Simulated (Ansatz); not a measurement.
# Residual resistivity of an alloy: Mo(100) with 4 layers of random Mo-Rh, 2x2, part 2 of 2

Aim: the residual resistivity of a random alloy, from Mo(100) with 4 layers of random Mo-Rh, 2x2 and longer regions.

Ansatz 0.2.0; Ansatz plane-wave DFT, PBE, PAW files; ballistic transport by layer matching (Landauer), zero bias; PAW set soft_1.

So far. Step 2 (With 4 alloy layers): Over the solved energies the transmission per spin lies between 3.13 and 3.26, out of 6.66 channels of the lead on average (up to 6.84). The log calls the step of a lead's potential too much.

**3. With 8 alloy layers**

System of this step: Mo(100) with 8 layers of random Mo-Rh, 2x2. The cell holds 72 atoms: 56 Mo and 16 Rh. Its edges and angles: a = 6.294 Å, b = 6.294 Å, c = 28.323 Å, α = 90.0°, β = 90.0°, γ = 90.0°. It derives from Mo. Regions: lead, 40 atoms (40 Mo); scattering region, 32 atoms (16 Mo and 16 Rh). The structure is stacked along c, and the current runs across the ab planes.

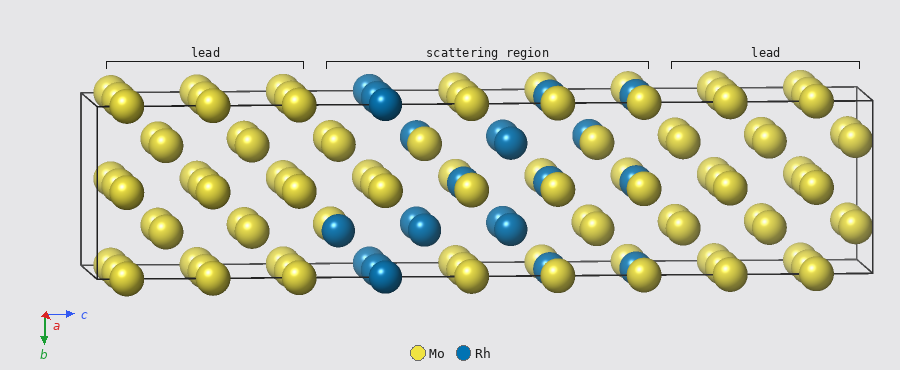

The cell of this step (molybdenum yellow, rhodium blue). Some periodic images of atoms are drawn too.

Contents of input.yaml:

```yaml
crystal:
  lattice:
    - [6.294, 0.0, 0.0]
    - [0.0, 6.294, 0.0]
    - [0.0, 0.0, 28.323]
  atoms:
    - { symbol: Mo, position: [0.0, 0.0, 0.0277777778] }
    - { symbol: Mo, position: [0.0, 0.5, 0.0277777778] }
    - { symbol: Mo, position: [0.5, 0.0, 0.0277777778] }
    - { symbol: Mo, position: [0.5, 0.5, 0.0277777778] }
    - { symbol: Mo, position: [0.25, 0.25, 0.0833333333] }
    - { symbol: Mo, position: [0.25, 0.75, 0.0833333333] }
    - { symbol: Mo, position: [0.75, 0.25, 0.0833333333] }
    - { symbol: Mo, position: [0.75, 0.75, 0.0833333333] }
    - { symbol: Mo, position: [0.0, 0.0, 0.1388888889] }
    - { symbol: Mo, position: [0.0, 0.5, 0.1388888889] }
    - { symbol: Mo, position: [0.5, 0.0, 0.1388888889] }
    - { symbol: Mo, position: [0.5, 0.5, 0.1388888889] }
    - { symbol: Mo, position: [0.25, 0.25, 0.1944444444] }
    - { symbol: Mo, position: [0.25, 0.75, 0.1944444444] }
    - { symbol: Mo, position: [0.75, 0.25, 0.1944444444] }
    - { symbol: Mo, position: [0.75, 0.75, 0.1944444444] }
    - { symbol: Mo, position: [0.0, 0.0, 0.25] }
    - { symbol: Mo, position: [0.0, 0.5, 0.25] }
    - { symbol: Mo, position: [0.5, 0.0, 0.25] }
    - { symbol: Mo, position: [0.5, 0.5, 0.25] }
    - { symbol: Mo, position: [0.25, 0.25, 0.3055555556] }
    - { symbol: Mo, position: [0.25, 0.75, 0.3055555556] }
    - { symbol: Mo, position: [0.75, 0.25, 0.3055555556] }
    - { symbol: Rh, position: [0.75, 0.75, 0.3055555556] }
    - { symbol: Rh, position: [0.0, 0.0, 0.3611111111] }
    - { symbol: Mo, position: [0.0, 0.5, 0.3611111111] }
    - { symbol: Rh, position: [0.5, 0.0, 0.3611111111] }
    - { symbol: Mo, position: [0.5, 0.5, 0.3611111111] }
    - { symbol: Rh, position: [0.25, 0.25, 0.4166666667] }
    - { symbol: Rh, position: [0.25, 0.75, 0.4166666667] }
    - { symbol: Mo, position: [0.75, 0.25, 0.4166666667] }
    - { symbol: Rh, position: [0.75, 0.75, 0.4166666667] }
    - { symbol: Mo, position: [0.0, 0.0, 0.4722222222] }
    - { symbol: Mo, position: [0.0, 0.5, 0.4722222222] }
    - { symbol: Mo, position: [0.5, 0.0, 0.4722222222] }
    - { symbol: Rh, position: [0.5, 0.5, 0.4722222222] }
    - { symbol: Rh, position: [0.25, 0.25, 0.5277777778] }
    - { symbol: Rh, position: [0.25, 0.75, 0.5277777778] }
    - { symbol: Rh, position: [0.75, 0.25, 0.5277777778] }
    - { symbol: Rh, position: [0.75, 0.75, 0.5277777778] }
    - { symbol: Mo, position: [0.0, 0.0, 0.5833333333] }
    - { symbol: Mo, position: [0.0, 0.5, 0.5833333333] }
    - { symbol: Rh, position: [0.5, 0.0, 0.5833333333] }
    - { symbol: Rh, position: [0.5, 0.5, 0.5833333333] }
    - { symbol: Rh, position: [0.25, 0.25, 0.6388888889] }
    - { symbol: Mo, position: [0.25, 0.75, 0.6388888889] }
    - { symbol: Mo, position: [0.75, 0.25, 0.6388888889] }
    - { symbol: Mo, position: [0.75, 0.75, 0.6388888889] }
    - { symbol: Mo, position: [0.0, 0.0, 0.6944444444] }
    - { symbol: Mo, position: [0.0, 0.5, 0.6944444444] }
    - { symbol: Rh, position: [0.5, 0.0, 0.6944444444] }
    - { symbol: Rh, position: [0.5, 0.5, 0.6944444444] }
    - { symbol: Mo, position: [0.25, 0.25, 0.75] }
    - { symbol: Mo, position: [0.25, 0.75, 0.75] }
    - { symbol: Mo, position: [0.75, 0.25, 0.75] }
    - { symbol: Mo, position: [0.75, 0.75, 0.75] }
    - { symbol: Mo, position: [0.0, 0.0, 0.8055555556] }
    - { symbol: Mo, position: [0.0, 0.5, 0.8055555556] }
    - { symbol: Mo, position: [0.5, 0.0, 0.8055555556] }
    - { symbol: Mo, position: [0.5, 0.5, 0.8055555556] }
    - { symbol: Mo, position: [0.25, 0.25, 0.8611111111] }
    - { symbol: Mo, position: [0.25, 0.75, 0.8611111111] }
    - { symbol: Mo, position: [0.75, 0.25, 0.8611111111] }
    - { symbol: Mo, position: [0.75, 0.75, 0.8611111111] }
    - { symbol: Mo, position: [0.0, 0.0, 0.9166666667] }
    - { symbol: Mo, position: [0.0, 0.5, 0.9166666667] }
    - { symbol: Mo, position: [0.5, 0.0, 0.9166666667] }
    - { symbol: Mo, position: [0.5, 0.5, 0.9166666667] }
    - { symbol: Mo, position: [0.25, 0.25, 0.9722222222] }
    - { symbol: Mo, position: [0.25, 0.75, 0.9722222222] }
    - { symbol: Mo, position: [0.75, 0.25, 0.9722222222] }
    - { symbol: Mo, position: [0.75, 0.75, 0.9722222222] }
kpoints:
  mp_grid: { grid: [4, 4, 1] }
hamiltonian:
  xc: pbe
  pseudopotentials: { kind: paw, azcp: { folder: soft_1 } }
scf:
  occupations: { method: fermi_dirac, width: 0.1 }
output:
  transmission: { leads: [[0, 4]], kmesh: [8, 8], e_range: [-0.05, 0.05], de: 0.05 }
  write_potential: true
  write_density: true
  volumetric_format: npy
```

Run with:

```
ansatz run input.yaml --threads 4 --pin off --max-ram 15360MiB --backend cpu --events-out ev --progress --plain --runs-dir out
```

Numbers of over 12 decimals in the logs are rounded to 6 here.

The log of the run:

```text
[...]
Crystal: 72 atoms, lattice volume = 1122.000 Å³
Basis set: ecut = 420 eV, 21955 PW (Γ)
Bands: 634, of which v1, the nominal top of the filled ones, is band 528 counted from 1 (527 counted from 0)
Symmetry: 1 space group operations
[...]
k-points: 10 of 16 (time reversal used)
[...]
SCF iter   1: F=—  HF=-380035.408167 eV  |F-HF|=—  |Δ(HF+E_count)|=         —  Δρ=1.35e-1  dr2=2.09e3  ethr=3.10e-3  ⟨swp⟩=4.9  Hψ=18960  notcnv=0
[...]
SCF iter  10: F=-379981.905993 eV  HF=-379981.905993 eV  |F-HF|=4.83e-8  |Δ(HF+E_count)|=   3.36e-8  Δρ=1.06e-6  dr2=5.23e-8  ethr=9.47e-12  ⟨swp⟩=6.7  Hψ=14671  notcnv=0
SCF 1 converged in 10 iterations: F = -379981.905993 eV  dr2 = 5.23e-8
[...]
transmission: 192 of 1904 steps passed
transmission: 381 of 1904 steps passed
[...]
transmission: 1904 of 1904 steps passed
SCF converged after 10 iterations
Free energy (F): -379981.905993 eV
[...]
Internal energy: -379979.387307 eV  (E = F + TS)
E sigma→0 (E₀):  -379980.646650 eV
Entropy (-TS):   -2.518686 eV (-34.982 meV/atom)
Fermi energy:    20.752850 eV
[...]
--- Band table (eV; the first three rows and the last of 10) ---
  k-point 0: bands = [... 524 lower, 20.8090, 20.8242, 20.8283, 20.8647, 20.8739, 20.8971, 20.9217, 20.9597, ... 102 higher]
  k-point 1: bands = [... 524 lower, 20.6932, 20.7128, 20.7238, 20.7394, 20.7617, 20.7834, 20.8090, 20.8222, ... 102 higher]
  k-point 2: bands = [... 524 lower, 20.6356, 20.6580, 20.7023, 20.7399, 20.7676, 20.8071, 20.8262, 20.8516, ... 102 higher]
  k-point 9: bands = [... 524 lower, 20.7433, 20.7820, 20.8286, 20.8584, 20.8905, 20.9001, 20.9180, 20.9310, ... 102 higher]
--- Transmission ---
  basis      : 349 plane waves across, 56 finite elements along
  points     : 34, standing for a mesh of 8 x 8
[...]
channels       : 6.593750e0 a spin
[...]
slowest decay  : 0.0480 /Å at (0.5000, 0.3750)
  junction   : crystal 0 to crystal 0, 0.70 to 27.45 Å
    transmission   : 2.271900e0 a spin
[...]
```

Elapsed: 21 min, on 4 threads of Arm Neoverse V1, shared host; peak memory 8.1 GiB.

This step gave:

| Quantity | Value |
| --- | --- |
| free energy | -379981.9060 eV |
| energy at zero smearing | -379980.6466 eV |
| Fermi energy | 20.75 eV |
| transmission per spin nearest the Fermi level | 2.272 |
| open channels per spin nearest the Fermi level | 6.594 |
| step of the lead's potential | 19 meV |

Per spin. Transmission, zone mean against energy, zero at the Fermi level:

| energy (eV) | transmission, zone mean |
| --- | --- |
| -0.0500 | 2.19 |
| 0.0000 | 2.27 |
| 0.0500 | 2.29 |

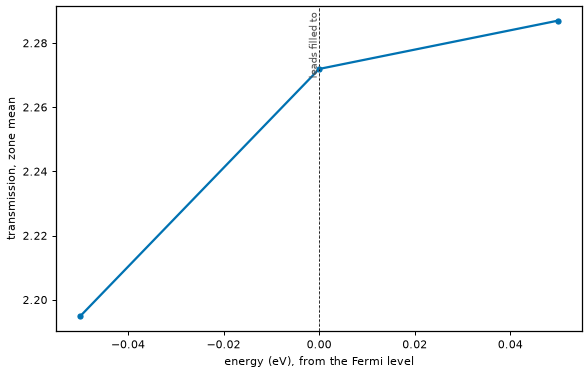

Transmission, zone mean, plotted against energy.

Over the solved energies the transmission per spin lies between 2.19 and 2.29, out of 6.68 channels of the lead on average (up to 6.84).

**4. With 12 alloy layers**

System of this step: Mo(100) with 12 layers of random Mo-Rh, 2x2. The cell holds 88 atoms: 64 Mo and 24 Rh. Its edges and angles: a = 6.294 Å, b = 6.294 Å, c = 34.617 Å, α = 90.0°, β = 90.0°, γ = 90.0°. It derives from Mo. Regions: lead, 40 atoms (40 Mo); scattering region, 48 atoms (24 Rh and 24 Mo). The structure is stacked along c, and the current runs across the ab planes.

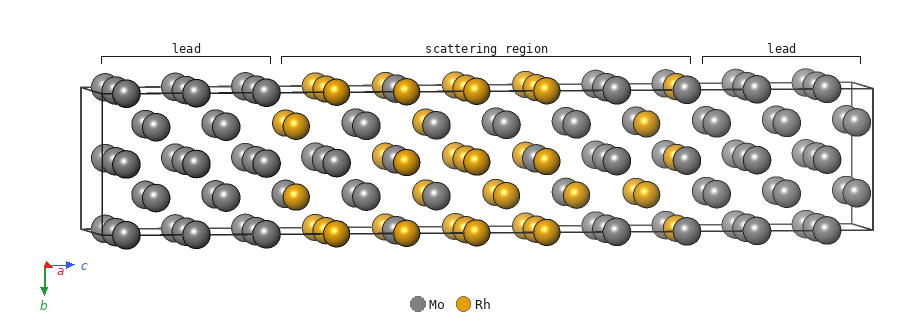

The cell of this step (molybdenum grey, rhodium orange). Some periodic images of atoms are drawn too.

Contents of input.yaml:

```yaml
crystal:
  lattice:
    - [6.294, 0.0, 0.0]
    - [0.0, 6.294, 0.0]
    - [0.0, 0.0, 34.617]
  atoms:
    - { symbol: Mo, position: [0.0, 0.0, 0.0227272727] }
    - { symbol: Mo, position: [0.0, 0.5, 0.0227272727] }
    - { symbol: Mo, position: [0.5, 0.0, 0.0227272727] }
    - { symbol: Mo, position: [0.5, 0.5, 0.0227272727] }
    - { symbol: Mo, position: [0.25, 0.25, 0.0681818182] }
    - { symbol: Mo, position: [0.25, 0.75, 0.0681818182] }
    - { symbol: Mo, position: [0.75, 0.25, 0.0681818182] }
    - { symbol: Mo, position: [0.75, 0.75, 0.0681818182] }
    - { symbol: Mo, position: [0.0, 0.0, 0.1136363636] }
    - { symbol: Mo, position: [0.0, 0.5, 0.1136363636] }
    - { symbol: Mo, position: [0.5, 0.0, 0.1136363636] }
    - { symbol: Mo, position: [0.5, 0.5, 0.1136363636] }
    - { symbol: Mo, position: [0.25, 0.25, 0.1590909091] }
    - { symbol: Mo, position: [0.25, 0.75, 0.1590909091] }
    - { symbol: Mo, position: [0.75, 0.25, 0.1590909091] }
    - { symbol: Mo, position: [0.75, 0.75, 0.1590909091] }
    - { symbol: Mo, position: [0.0, 0.0, 0.2045454545] }
    - { symbol: Mo, position: [0.0, 0.5, 0.2045454545] }
    - { symbol: Mo, position: [0.5, 0.0, 0.2045454545] }
    - { symbol: Mo, position: [0.5, 0.5, 0.2045454545] }
    - { symbol: Rh, position: [0.25, 0.25, 0.25] }
    - { symbol: Mo, position: [0.25, 0.75, 0.25] }
    - { symbol: Rh, position: [0.75, 0.25, 0.25] }
    - { symbol: Rh, position: [0.75, 0.75, 0.25] }
    - { symbol: Rh, position: [0.0, 0.0, 0.2954545455] }
    - { symbol: Mo, position: [0.0, 0.5, 0.2954545455] }
    - { symbol: Rh, position: [0.5, 0.0, 0.2954545455] }
    - { symbol: Mo, position: [0.5, 0.5, 0.2954545455] }
    - { symbol: Mo, position: [0.25, 0.25, 0.3409090909] }
    - { symbol: Mo, position: [0.25, 0.75, 0.3409090909] }
    - { symbol: Mo, position: [0.75, 0.25, 0.3409090909] }
    - { symbol: Mo, position: [0.75, 0.75, 0.3409090909] }
    - { symbol: Rh, position: [0.0, 0.0, 0.3863636364] }
    - { symbol: Rh, position: [0.0, 0.5, 0.3863636364] }
    - { symbol: Mo, position: [0.5, 0.0, 0.3863636364] }
    - { symbol: Mo, position: [0.5, 0.5, 0.3863636364] }
    - { symbol: Rh, position: [0.25, 0.25, 0.4318181818] }
    - { symbol: Rh, position: [0.25, 0.75, 0.4318181818] }
    - { symbol: Mo, position: [0.75, 0.25, 0.4318181818] }
    - { symbol: Mo, position: [0.75, 0.75, 0.4318181818] }
    - { symbol: Rh, position: [0.0, 0.0, 0.4772727273] }
    - { symbol: Rh, position: [0.0, 0.5, 0.4772727273] }
    - { symbol: Rh, position: [0.5, 0.0, 0.4772727273] }
    - { symbol: Rh, position: [0.5, 0.5, 0.4772727273] }
    - { symbol: Mo, position: [0.25, 0.25, 0.5227272727] }
    - { symbol: Rh, position: [0.25, 0.75, 0.5227272727] }
    - { symbol: Mo, position: [0.75, 0.25, 0.5227272727] }
    - { symbol: Rh, position: [0.75, 0.75, 0.5227272727] }
    - { symbol: Rh, position: [0.0, 0.0, 0.5681818182] }
    - { symbol: Rh, position: [0.0, 0.5, 0.5681818182] }
    - { symbol: Rh, position: [0.5, 0.0, 0.5681818182] }
    - { symbol: Mo, position: [0.5, 0.5, 0.5681818182] }
    - { symbol: Mo, position: [0.25, 0.25, 0.6136363636] }
    - { symbol: Mo, position: [0.25, 0.75, 0.6136363636] }
    - { symbol: Mo, position: [0.75, 0.25, 0.6136363636] }
    - { symbol: Rh, position: [0.75, 0.75, 0.6136363636] }
    - { symbol: Mo, position: [0.0, 0.0, 0.6590909091] }
    - { symbol: Mo, position: [0.0, 0.5, 0.6590909091] }
    - { symbol: Mo, position: [0.5, 0.0, 0.6590909091] }
    - { symbol: Mo, position: [0.5, 0.5, 0.6590909091] }
    - { symbol: Mo, position: [0.25, 0.25, 0.7045454545] }
    - { symbol: Rh, position: [0.25, 0.75, 0.7045454545] }
    - { symbol: Rh, position: [0.75, 0.25, 0.7045454545] }
    - { symbol: Rh, position: [0.75, 0.75, 0.7045454545] }
    - { symbol: Mo, position: [0.0, 0.0, 0.75] }
    - { symbol: Mo, position: [0.0, 0.5, 0.75] }
    - { symbol: Rh, position: [0.5, 0.0, 0.75] }
    - { symbol: Rh, position: [0.5, 0.5, 0.75] }
    - { symbol: Mo, position: [0.25, 0.25, 0.7954545455] }
    - { symbol: Mo, position: [0.25, 0.75, 0.7954545455] }
    - { symbol: Mo, position: [0.75, 0.25, 0.7954545455] }
    - { symbol: Mo, position: [0.75, 0.75, 0.7954545455] }
    - { symbol: Mo, position: [0.0, 0.0, 0.8409090909] }
    - { symbol: Mo, position: [0.0, 0.5, 0.8409090909] }
    - { symbol: Mo, position: [0.5, 0.0, 0.8409090909] }
    - { symbol: Mo, position: [0.5, 0.5, 0.8409090909] }
    - { symbol: Mo, position: [0.25, 0.25, 0.8863636364] }
    - { symbol: Mo, position: [0.25, 0.75, 0.8863636364] }
    - { symbol: Mo, position: [0.75, 0.25, 0.8863636364] }
    - { symbol: Mo, position: [0.75, 0.75, 0.8863636364] }
    - { symbol: Mo, position: [0.0, 0.0, 0.9318181818] }
    - { symbol: Mo, position: [0.0, 0.5, 0.9318181818] }
    - { symbol: Mo, position: [0.5, 0.0, 0.9318181818] }
    - { symbol: Mo, position: [0.5, 0.5, 0.9318181818] }
    - { symbol: Mo, position: [0.25, 0.25, 0.9772727273] }
    - { symbol: Mo, position: [0.25, 0.75, 0.9772727273] }
    - { symbol: Mo, position: [0.75, 0.25, 0.9772727273] }
    - { symbol: Mo, position: [0.75, 0.75, 0.9772727273] }
kpoints:
  mp_grid: { grid: [4, 4, 1] }
hamiltonian:
  xc: pbe
  pseudopotentials: { kind: paw, azcp: { folder: soft_1 } }
scf:
  occupations: { method: fermi_dirac, width: 0.1 }
output:
  transmission: { leads: [[0, 4]], kmesh: [8, 8], e_range: [-0.05, 0.05], de: 0.05 }
  write_potential: true
  write_density: true
  volumetric_format: npy
```

The log of the run:

```text
[...]
Crystal: 88 atoms, lattice volume = 1371.333 Å³
Basis set: ecut = 420 eV, 26839 PW (Γ)
Bands: 783, of which v1, the nominal top of the filled ones, is band 652 counted from 1 (651 counted from 0)
Symmetry: 1 space group operations
[...]
k-points: 10 of 16 (time reversal used)
[...]
SCF iter   1: F=—  HF=-470916.275882 eV  |F-HF|=—  |Δ(HF+E_count)|=         —  Δρ=1.35e-1  dr2=2.62e3  ethr=3.10e-3  ⟨swp⟩=5.0  Hψ=23392  notcnv=0
[...]
SCF iter  11: F=-470851.282795 eV  HF=-470851.282795 eV  |F-HF|=3.73e-9  |Δ(HF+E_count)|=   2.50e-9  Δρ=2.68e-7  dr2=4.21e-9  ethr=7.67e-12  ⟨swp⟩=2.0  Hψ=14319  notcnv=0
SCF 1 converged in 11 iterations: F = -470851.282795 eV  dr2 = 4.21e-9
[...]
transmission: 228 of 2278 steps passed
transmission: 456 of 2278 steps passed
[...]
transmission: 2278 of 2278 steps passed
SCF converged after 11 iterations
Free energy (F): -470851.282795 eV
[...]
Internal energy: -470848.001195 eV  (E = F + TS)
E sigma→0 (E₀):  -470849.641995 eV
Entropy (-TS):   -3.281601 eV (-37.291 meV/atom)
Fermi energy:    20.645947 eV
[...]
--- Band table (eV; the first three rows and the last of 10) ---
  k-point 0: bands = [... 648 lower, 20.6612, 20.6839, 20.6988, 20.7409, 20.7494, 20.7782, 20.7931, 20.7977, ... 127 higher]
  k-point 1: bands = [... 648 lower, 20.5959, 20.6110, 20.6144, 20.6267, 20.6458, 20.6690, 20.6767, 20.6884, ... 127 higher]
  k-point 2: bands = [... 648 lower, 20.5364, 20.5443, 20.5598, 20.6036, 20.6423, 20.6625, 20.6888, 20.7146, ... 127 higher]
  k-point 9: bands = [... 648 lower, 20.6254, 20.6711, 20.6826, 20.6981, 20.7289, 20.7687, 20.7909, 20.8151, ... 127 higher]
--- Transmission ---
  basis      : 349 plane waves across, 67 finite elements along
  points     : 34, standing for a mesh of 8 x 8
[...]
channels       : 6.593750e0 a spin
[...]
slowest decay  : 0.0461 /Å at (0.5000, 0.3750)
  junction   : crystal 0 to crystal 0, 0.70 to 33.74 Å
    transmission   : 1.840859e0 a spin
[...]
```

Elapsed: 32 min, on 4 threads; peak memory 8.7 GiB.

This step gave:

```
free energy                                   : -470851.2828 eV
energy at zero smearing                       : -470849.6420 eV
Fermi energy                                  : 20.65 eV
transmission per spin nearest the Fermi level : 1.841
step of the lead's potential                  : 13.5 meV
```

Per spin. Transmission, zone mean against energy, zero at the Fermi level:

| energy (eV) | transmission, zone mean |
| --- | --- |
| -0.0500 | 1.79 |
| 0.0000 | 1.84 |
| 0.0500 | 1.85 |

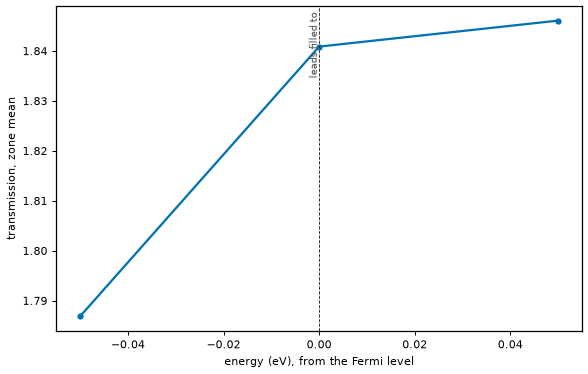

Transmission, zone mean, plotted against energy.

Over the solved energies the transmission per spin lies between 1.79 and 1.85, out of 6.66 channels of the lead on average (up to 6.84).

**5. Resistance against length**

This step: Ansatz plane-wave DFT, PBE, PAW files; ballistic transport by layer matching (Landauer), zero bias; residual resistivity from the slope of the area resistance, atoms on the host's lattice; PAW set soft_1 (Ansatz 0.2.0).

This step gave:

| Item | Value |
| --- | --- |
| resistivity | 94.82 µΩ cm |
| intercept | 0.2663 fΩ m² |
| scatter about the fit | 0.03214 fΩ m² |

Resistance, by row:

| run | length (Å) | T | channels N | RA (fΩ m²) |
| --- | --- | --- | --- | --- |
| n4 | 6.294 | 3.179 | 6.656 | 0.8404 |
| n8 | 12.59 | 2.251 | 6.677 | 1.505 |
| n12 | 18.88 | 1.825 | 6.656 | 2.034 |

Table of area resistance by length of the alloy:

| length of the alloy (Å) | area resistance (fΩ m²) |
| --- | --- |
| 6.29 | 0.840 |
| 12.59 | 1.51 |
| 18.88 | 2.03 |

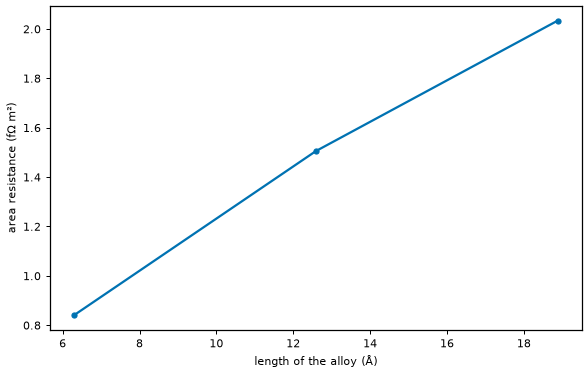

Area resistance against length of the alloy.

The area resistance goes from 0.84 to 2.0 fΩ m² between 6.3 and 18.9 Å, a slope of 95 µΩ cm.

By hand from the end points: (2.034 − 0.8404) fΩ m² / (18.88 − 6.29) Å = 95 µΩ cm, since 1 fΩ m² per Å is 1000 µΩ cm.

**6. Summary of results**

```yaml
resistivity_from_the_slope: 94.8 µΩ cm
area_resistance_over_6p29_a: 0.840 fΩ m²
area_resistance_over_12p6_a: 1.51 fΩ m²
area_resistance_over_18p9_a: 2.03 fΩ m²
```

In words: The slope gives 95 µΩ cm. The points scatter by 0.032 fΩ m² about the line, with one random draw a length in a 2x2 cell, so the slope is a rough value. Read with a model of isotropic scattering on a spherical Fermi surface and the lead's 1.3×10¹⁵ S/m², this slope means a mean free path near 6.1 Å (a rough figure, since the alloy's own channel count differs); over these lengths the model's slope is within 3 % of its bulk resistivity. The atoms sit on the host's lattice, so scattering by size misfit is left out. With 50 % of Rh, whose own structure is another, this is a hypothetical phase. A lead's potential steps by up to 28 meV from period to period, which the log calls too much, so longer leads could move the result.

[Logs are printed without paths, hosts, clocks, repeated set-up lines and the standing remarks that a program may print on its own settings, such as how far it seeks lower states.]

[Hosts, paths, dates, database ids (printed as entryN), source tags and the programs' standing remarks are cut or masked in the printed files.]
